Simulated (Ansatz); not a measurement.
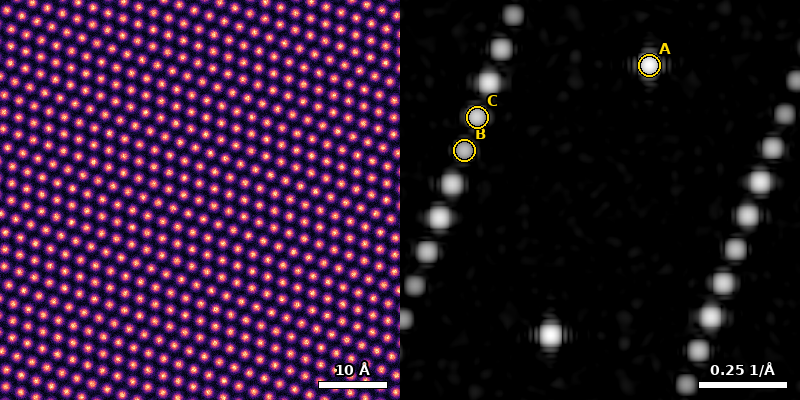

iDPC-like image of a crystal. Simulated as the projected potential of neutral atoms (B = 0.3 Å²) blurred by a 0.92 Å probe, the thin-sample limit of integrated differential phase contrast. Shot noise was added.

The right panel is the modulus of the image's Fourier transform on a logarithmic scale.

**Which lattice spacings do the marked spots stand for, and what angle do A and B enclose?**

A: 2.4 Å, B: 2.4 Å, C: 2.3 Å; A and B enclose about 90°.

The crystal is Mo (P6_3/mmc, No. 194) along [100]; the spots are (0 0 -4), (010) and (0 1 -1). Structure: the end point of a relaxation with DFT, PBE, plane waves (420 eV) with PAW, scalar-relativistic (Ansatz); the starting structure was generated, so it need not be a known form of this composition.
